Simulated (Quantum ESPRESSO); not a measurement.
Run report: MnO, band-structure run (part 2 of 3)

MnO (Fm-3m, 2 atoms in the cell); Kohn-Sham DFT of a periodic cell, LDA, GBRV 1.5 LDA, spin-polarised (Quantum ESPRESSO 7.5); cutoff 612.26 eV, 10×10×10 k-mesh, fermi-dirac of 0.05 eV, collinear spins. The structure derives from a Materials Project entry.

Geometry of the input (Å; fractional positions):
```
0.0000  2.2239  2.2239
2.2239  0.0000  2.2239
2.2239  2.2239  0.0000
Mn 0.0000  0.0000  0.0000
O  0.5000  0.5000  0.5000
```

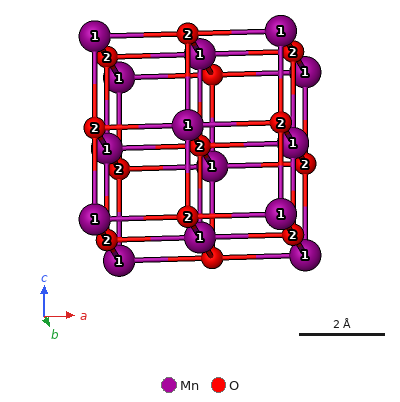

*The structure as given in the input (ball-and-stick view of the cell 4 times as large as that of the calculation, set on its symmetry axes, seen at an oblique angle; atoms are numbered from 1 in the order of the input). An atom can appear more than once, as a periodic image.*

**What the program printed, continued**
```
     total energy              =    -243.47407990 Ry
     estimated scf accuracy    <       0.00000828 Ry

     total magnetization       =     4.60 Bohr mag/cell
     absolute magnetization    =     4.60 Bohr mag/cell

     iteration #  8     ecut=    45.00 Ry     beta= 0.30
     Davidson diagonalization with overlap
     ethr =  3.94E-08,  avg # of iterations =  1.5

     negative rho (up, down):  0.000E+00 1.992E-04

     total energy              =    -243.47408212 Ry
     estimated scf accuracy    <       0.00000292 Ry

     total magnetization       =     4.60 Bohr mag/cell
     absolute magnetization    =     4.60 Bohr mag/cell

     iteration #  9     ecut=    45.00 Ry     beta= 0.30
     Davidson diagonalization with overlap
     ethr =  1.39E-08,  avg # of iterations =  1.4

     negative rho (up, down):  0.000E+00 1.988E-04

     total energy              =    -243.47408249 Ry
     estimated scf accuracy    <       0.00000005 Ry

     total magnetization       =     4.60 Bohr mag/cell
     absolute magnetization    =     4.60 Bohr mag/cell

     iteration # 10     ecut=    45.00 Ry     beta= 0.30
     Davidson diagonalization with overlap
     ethr =  2.29E-10,  avg # of iterations =  1.9

     negative rho (up, down):  0.000E+00 1.987E-04

     total energy              =    -243.47408251 Ry
     estimated scf accuracy    <       0.00000001 Ry

     total magnetization       =     4.60 Bohr mag/cell
     absolute magnetization    =     4.60 Bohr mag/cell

     iteration # 11     ecut=    45.00 Ry     beta= 0.30
     Davidson diagonalization with overlap
     ethr =  6.81E-11,  avg # of iterations =  1.5

     negative rho (up, down):  0.000E+00 1.986E-04

     total energy              =    -243.47408251 Ry
     estimated scf accuracy    <          8.8E-10 Ry

     total magnetization       =     4.60 Bohr mag/cell
     absolute magnetization    =     4.60 Bohr mag/cell

     iteration # 12     ecut=    45.00 Ry     beta= 0.30
     Davidson diagonalization with overlap
     ethr =  4.21E-12,  avg # of iterations =  1.5

     negative rho (up, down):  0.000E+00 1.986E-04

     Magnetic moment per site  (integrated on atomic sphere of radius R)
     atom   1 (R=0.292)  charge= 12.5996  magn=  3.9123
     atom   2 (R=0.292)  charge=  5.8918  magn=  0.2252

     End of self-consistent calculation

 ------ SPIN UP ------------

          k = 0.0000 0.0000 0.0000 (   749 PWs)   bands (ev):

   -67.9239 -37.0022 -37.0022 -37.0022  -7.1606   9.0148   9.0148   9.0148
     9.8451   9.8451   9.8451  10.3480  10.3480  12.4352  26.8229  29.0090
    29.0090  29.0090  32.3405  32.3405

          k = 0.0707 0.0707-0.0707 (   743 PWs)   bands (ev):

   -67.9233 -37.0085 -37.0029 -37.0029  -7.0725   8.1990   8.5336   8.5336
     9.9577   9.9577  10.0694  10.8439  10.8439  13.1022  25.6768  28.6597
    28.6597  29.2883  31.6972  31.6972

          k = 0.1414 0.1414-0.1414 (   769 PWs)   bands (ev):

   -67.9216 -37.0251 -37.0051 -37.0051  -6.8329   6.8790   7.8254   7.8254
    10.1740  10.1740  10.3302  11.6794  11.6794  14.3832  23.6780  27.4602
    27.4602  29.7306  31.6362  31.6362

          k = 0.2121 0.2121-0.2121 (   763 PWs)   bands (ev):

   -67.9195 -37.0454 -37.0077 -37.0077  -6.5155   5.6770   7.2467   7.2467
    10.4431  10.4431  10.6565  12.4413  12.4413  15.5520  21.8962  26.0325
    26.0325  30.2663  32.4348  32.4348

          k = 0.2828 0.2828-0.2828 (   763 PWs)   bands (ev):

   -67.9178 -37.0618 -37.0098 -37.0098  -6.2378   4.8407   6.8776   6.8776
    10.6703  10.6703  10.9989  12.9766  12.9766  16.2041  20.8198  24.9843
    24.9843  30.8716  33.6435  33.6435

          k =-0.3536-0.3536 0.3536 (   754 PWs)   bands (ev):

   -67.9171 -37.0680 -37.0106 -37.0106  -6.1258   4.5389   6.7513   6.7513
    10.7598  10.7598  11.1594  13.1718  13.1718  16.3397  20.5241  24.6013
    24.6013  31.2333  34.4794  34.5195

          k = 0.1414-0.0000 0.0000 (   753 PWs)   bands (ev):

   -67.9231 -37.0081 -37.0045 -37.0045  -7.0457   7.7872   8.6639   8.6639
     9.7404  10.2561  10.2561  10.3886  10.9614  13.4189  25.7465  28.0607
    28.0607  29.4666  30.7814  33.8396

          k = 0.2121 0.0707-0.0707 (   769 PWs)   bands (ev):

   -67.9217 -37.0205 -37.0072 -37.0060  -6.8636   6.9103   8.0489   8.1854
     9.8084  10.3325  10.4818  10.9931  11.5363  14.5215  24.3546  26.9444
    27.2559  28.8577  31.6596  33.8418

          k = 0.2828 0.1414-0.1414 (   764 PWs)   bands (ev):

   -67.9197 -37.0389 -37.0100 -37.0085  -6.5814   5.9612   7.3306   7.5811
    10.0453  10.5385  10.7245  11.7585  12.2683  15.6929  22.5000  25.5037
    26.2361  29.6810  32.1407  33.9795

          k = 0.3536 0.2121-0.2121 (   766 PWs)   bands (ev):

   -67.9179 -37.0560 -37.0119 -37.0117  -6.2977   5.1527   6.8749   7.1036
    10.3565  10.7290  10.9795  12.4544  12.7545  16.5633  21.0863  24.4419
    25.3123  30.7170  32.7445  34.5768

          k =-0.2828-0.4243 0.4243 (   757 PWs)   bands (ev):

   -67.9169 -37.0652 -37.0143 -37.0121  -6.1321   4.7230   6.7032   6.8339
    10.6302  10.7845  11.1209  12.8566  12.9611  16.9148  20.4754  23.8916
    24.8218  31.7650  33.0239  34.4755

          k =-0.2121-0.3536 0.3536 (   759 PWs)   bands (ev):

   -67.9171 -37.0632 -37.0152 -37.0106  -6.1655   4.8053   6.7995   6.8021
    10.6693  10.7086  11.0753  12.5845  13.1512  16.8405  20.5938  23.9088
    24.9866  32.1827  33.0269  33.1254

          k =-0.1414-0.2828 0.2828 (   763 PWs)   bands (ev):

   -67.9185 -37.0507 -37.0142 -37.0079  -6.3811   5.3809   7.0003   7.1550
    10.4313  10.5627  10.8974  12.0274  12.9524  16.2792  21.4725  24.4389
    25.8694  31.4717  31.6355  33.5997

          k =-0.0707-0.2121 0.2121 (   762 PWs)   bands (ev):

   -67.9204 -37.0327 -37.0111 -37.0051  -6.6772   6.3004   7.4116   7.7184
    10.1661  10.3966  10.6239  11.3092  12.4051  15.2186  23.0474  25.3599
    27.3835  30.2182  31.0612  33.2299

          k = 0.0000-0.1414 0.1414 (   763 PWs)   bands (ev):

   -67.9223 -37.0166 -37.0069 -37.0032  -6.9364   7.3459   7.9739   8.3259
     9.9744  10.2644  10.3287  10.7222  11.6373  13.9805  24.6904  26.7667
    29.2945  29.3959  30.2596  32.7159

          k = 0.2828-0.0000 0.0000 (   753 PWs)   bands (ev):

   -67.9208 -37.0234 -37.0105 -37.0105  -6.7602   6.4345   8.2508   8.2508
     9.4730  10.4961  10.7843  10.7843  11.3192  15.3733  24.5615  25.6981
    26.9125  26.9125  34.0012  35.9537

          k = 0.3536 0.0707-0.0707 (   756 PWs)   bands (ev):

   -67.9192 -37.0361 -37.0139 -37.0138  -6.5559   5.9262   7.7259   7.9107
     9.5551  10.6350  10.9146  11.1799  11.7226  16.3465  23.2690  24.1283
    26.3861  27.4999  35.0825  35.7028

          k = 0.4243 0.1414-0.1414 (   759 PWs)   bands (ev):

   -67.9175 -37.0501 -37.0182 -37.0161  -6.3211   5.5016   7.0358   7.4436
     9.8658  10.8132  11.0395  11.7702  12.1548  17.2546  21.5582  23.2644
    25.7856  28.6496  35.4682  35.6023

          k =-0.2121-0.4950 0.4950 (   757 PWs)   bands (ev):

   -67.9163 -37.0586 -37.0232 -37.0161  -6.1470   5.2039   6.6300   7.0713
    10.2512  10.8503  11.0946  12.2570  12.4110  17.9839  20.4696  22.6750
    25.3510  29.8031  34.7098  35.5172

          k =-0.1414-0.4243 0.4243 (   753 PWs)   bands (ev):

   -67.9162 -37.0590 -37.0266 -37.0140  -6.1102   5.1166   6.5914   6.8771
    10.5838  10.7318  11.0506  12.0180  12.9181  18.1769  20.2873  22.3711
    25.3020  31.0519  32.9794  34.7417

          k =-0.0707-0.3536 0.3536 (   763 PWs)   bands (ev):

   -67.9171 -37.0520 -37.0261 -37.0106  -6.2284   5.3002   6.8614   6.8819
    10.5183  10.7122  11.0040  11.5748  13.1212  17.5166  21.1429  22.4701
    25.7520  31.3492  32.4933  33.9072

          k = 0.0000-0.2828 0.2828 (   766 PWs)   bands (ev):

   -67.9187 -37.0420 -37.0203 -37.0072  -6.4477   5.7218   7.0734   7.3179
    10.3005  10.7260  10.8440  11.1754  12.9355  16.3992  22.3576  23.2992
    26.6209  30.2572  32.7560  33.5086

          k = 0.4243 0.0000-0.0000 (   753 PWs)   bands (ev):

   -67.9180 -37.0416 -37.0181 -37.0181  -6.4490   5.7433   8.0306   8.0306
     9.1552  10.6311  11.0568  11.0568  11.4586  17.0068  22.6691  23.7925
    26.3645  26.3645  36.7501  37.7340

          k = 0.4950 0.0707-0.0707 (   764 PWs)   bands (ev):

   -67.9166 -37.0505 -37.0226 -37.0208  -6.2996   5.6388   7.5520   7.8034
     9.3270  10.8356  11.0833  11.2085  11.5951  17.6276  21.5663  23.0397
    26.1615  26.9610  36.7563  37.2794

          k =-0.1414-0.5657 0.5657 (   758 PWs)   bands (ev):

   -67.9156 -37.0548 -37.0300 -37.0210  -6.1630   5.6721   6.8154   7.4254
     9.7502  10.9326  11.0865  11.6843  11.7085  18.3929  20.7751  22.0786
    25.9002  27.9745  35.5538  37.2166

          k =-0.0707-0.4950 0.4950 (   749 PWs)   bands (ev):

   -67.9154 -37.0521 -37.0383 -37.0187  -6.0924   5.7189   6.3309   7.1013
    10.2148  10.8380  11.0773  11.5711  12.3677  19.3821  20.1374  21.2527
    25.7199  29.1284  33.7037  37.0227

          k =-0.0000-0.4243 0.4243 (   756 PWs)   bands (ev):

   -67.9159 -37.0494 -37.0385 -37.0147  -6.1172   5.4708   6.4828   6.9133
    10.6016  10.6743  11.0830  11.4092  12.8978  18.9058  20.7109  21.0823
    25.6816  30.6803  32.1531  35.7921

          k = 0.5657-0.0000 0.0000 (   753 PWs)   bands (ev):

   -67.9157 -37.0561 -37.0241 -37.0241  -6.2432   5.6890   7.9756   7.9756
     8.9078  10.7421  11.0790  11.0790  11.3207  17.7512  20.9952  23.3783
    26.3081  26.3081  36.9905  37.8999

          k =-0.0707-0.6364 0.6364 (   761 PWs)   bands (ev):

   -67.9151 -37.0587 -37.0284 -37.0250  -6.1740   5.7956   7.4725   7.7984
     9.2050  10.9754  11.0640  11.1030  11.2909  18.0597  20.6863  22.7743
    26.2501  26.7839  37.0315  37.1670

          k = 0.0000-0.5657 0.5657 (   746 PWs)   bands (ev):

   -67.9149 -37.0548 -37.0360 -37.0229  -6.1170   5.9693   6.6405   7.4388
     9.7165  10.9485  11.0824  11.3520  11.6760  18.7575  20.6599  21.6122
    26.0502  27.7146  35.2242  37.6544

          k =-0.7071 0.0000 0.0000 (   740 PWs)   bands (ev):

   -67.9149 -37.0614 -37.0264 -37.0264  -6.1778   5.8002   7.9789   7.9789
     8.8155  10.7849  11.0459  11.0459  11.1547  17.8339  20.5965  23.2489
    26.3605  26.3605  36.7511  38.8386

          k = 0.2828 0.1414 0.0000 (   766 PWs)   bands (ev):

   -67.9202 -37.0308 -37.0132 -37.0075  -6.6675   6.2443   7.6214   7.8637
     9.8744  10.5632  10.7701  10.9642  12.0843  15.5743  23.5222  24.7572
    27.2234  28.4266  32.9933  34.2655

          k = 0.3536 0.2121-0.0707 (   759 PWs)   bands (ev):

   -67.9184 -37.0451 -37.0185 -37.0100  -6.4127   5.6234   7.1125   7.3602
    10.1017  10.7016  10.9416  11.4497  12.6363  16.6563  22.0450  23.5582
    26.1546  29.4650  33.8036  34.2764

          k =-0.2828-0.4243 0.5657 (   759 PWs)   bands (ev):

   -67.9169 -37.0571 -37.0213 -37.0129  -6.1950   5.1575   6.7536   6.9907
    10.3820  10.7812  11.0557  12.0146  12.8708  17.5096  20.7639  23.0385
    25.3133  30.7091  33.4110  34.5323

          k =-0.2121-0.3536 0.4950 (   754 PWs)   bands (ev):

   -67.9163 -37.0617 -37.0221 -37.0142  -6.1088   4.9801   6.6319   6.8586
    10.5909  10.7373  11.0865  12.3129  12.8571  17.8495  20.2906  22.8752
    25.0007  31.5888  32.5837  35.0867

          k = 0.4243 0.1414-0.0000 (   758 PWs)   bands (ev):

   -67.9177 -37.0450 -37.0211 -37.0156  -6.3812   5.6627   7.4785   7.5576
     9.6691  10.7760  11.0476  11.1689  12.0169  17.1913  22.4330  22.8406
    26.1152  27.7744  35.5837  36.6548

          k =-0.2121-0.4950 0.6364 (   755 PWs)   bands (ev):

   -67.9163 -37.0524 -37.0271 -37.0182  -6.2076   5.5382   6.9130   7.2307
     9.9811  10.8616  11.0784  11.4527  12.2777  18.0875  21.1494  22.2487
    25.5093  28.8668  34.4327  37.2933

          k =-0.1414-0.4243 0.5657 (   751 PWs)   bands (ev):

   -67.9156 -37.0550 -37.0321 -37.0189  -6.1036   5.5059   6.5190   6.9987
    10.3246  10.7830  11.0743  11.7336  12.4155  18.9810  20.2186  21.8636
    25.1165  30.0180  33.0341  37.7293

          k =-0.0707-0.3536 0.4950 (   755 PWs)   bands (ev):

   -67.9159 -37.0528 -37.0341 -37.0166  -6.1133   5.4542   6.5576   6.8983
    10.5455  10.6724  11.0623  11.5633  12.7163  18.8849  20.4287  21.6513
    25.2109  31.1363  31.7542  36.6274

          k = 0.0000-0.2828 0.4243 (   760 PWs)   bands (ev):

   -67.9169 -37.0494 -37.0289 -37.0130  -6.2331   5.4544   6.9297   6.9460
    10.3354  10.7953  11.0423  11.3173  12.8555  17.8038  21.7114  21.7669
    25.6916  30.1755  33.0006  35.4835

          k =-0.1414-0.5657 0.7071 (   754 PWs)   bands (ev):

   -67.9156 -37.0548 -37.0274 -37.0234  -6.1989   5.7112   7.4104   7.4324
     9.5271  10.9047  11.0772  11.1625  11.6687  18.1321  20.9701  22.5421
    25.7203  27.5849  35.8669  37.5887

          k =-0.0707-0.4950 0.6364 (   752 PWs)   bands (ev):

   -67.9151 -37.0536 -37.0347 -37.0240  -6.1168   5.9101   6.7146   7.2069
     9.9263  10.9052  11.0654  11.2623  11.8729  18.9079  20.6931  21.7032
    25.1798  28.6451  34.3373  37.8738

          k = 0.0000-0.4243 0.5657 (   750 PWs)   bands (ev):

   -67.9152 -37.0464 -37.0441 -37.0211  -6.0839   5.9895   6.2373   7.0036
    10.3203  10.7747  11.0843  11.3441  12.2867  19.8172  20.3832  20.8668
    25.0552  29.8389  32.7263  38.2660

          k =-0.7071 0.1414 0.0000 (   754 PWs)   bands (ev):

   -67.9149 -37.0581 -37.0298 -37.0267  -6.1431   5.8861   7.3704   7.4080
     9.4828  11.0106  11.0205  11.0462  11.4547  18.3394  20.6279  22.4642
    25.6001  27.5794  36.0583  37.2573

          k =-0.1414-0.4243 0.7071 (   750 PWs)   bands (ev):

   -67.9154 -37.0506 -37.0359 -37.0219  -6.1158   5.7620   6.7216   6.8894
    10.3035  10.7613  11.0758  11.2729  12.2784  19.1179  20.8068  21.4752
    24.7276  29.9807  32.7448  38.6134

          k =-0.0707-0.3536 0.6364 (   746 PWs)   bands (ev):

   -67.9151 -37.0478 -37.0408 -37.0239  -6.0808   6.0031   6.4197   6.8303
    10.5375  10.6083  11.0621  11.2839  12.1996  19.8783  20.3929  21.2711
    24.2697  31.1116  31.4994  39.0682

          k =-0.7071 0.2828 0.0000 (   752 PWs)   bands (ev):

   -67.9149 -37.0494 -37.0386 -37.0270  -6.0859   6.1617   6.6591   6.7344
    10.2981  10.8131  11.0466  11.0664  11.9900  19.5110  20.8319  21.4293
    24.0877  29.9468  32.8030  38.3357

 ------ SPIN DOWN ----------

          k = 0.0000 0.0000 0.0000 (   749 PWs)   bands (ev):

   -63.3501 -32.5699 -32.5699 -32.5699  -6.6848   9.4714   9.4714   9.4714
    13.3338  13.3338  13.3338  13.4673  14.0144  14.0144  27.3982  30.5552
    30.5552  30.5552  34.1167  34.1167

          k = 0.0707 0.0707-0.0707 (   743 PWs)   bands (ev):

   -63.3493 -32.5782 -32.5708 -32.5708  -6.5984   8.8481   9.2682   9.2682
    13.3855  13.4540  13.4540  14.1028  14.2681  14.2681  26.7225  30.1820
    30.1820  30.4591  33.3704  33.3704

          k = 0.1414 0.1414-0.1414 (   769 PWs)   bands (ev):

   -63.3472 -32.6000 -32.5735 -32.5735  -6.3638   7.6426   8.8177   8.8177
    13.5484  13.7540  13.7540  14.8844  14.8844  15.3584  25.0493  28.9166
    28.9166  30.8298  33.1904  33.1904

          k = 0.2121 0.2121-0.2121 (   763 PWs)   bands (ev):

   -63.3446 -32.6266 -32.5767 -32.5767  -6.0545   6.4882   8.3628   8.3628
    13.8789  14.1340  14.1340  15.5848  15.5848  16.5178  23.3042  27.3791
    27.3791  31.5366  33.8819  33.8819

          k = 0.2828 0.2828-0.2828 (   763 PWs)   bands (ev):

   -63.3425 -32.6480 -32.5792 -32.5792  -5.7853   5.6742   8.0466   8.0466
    14.3191  14.4599  14.4599  16.1348  16.1348  17.1402  22.1612  26.2154
    26.2154  32.3123  35.0208  35.0208
```
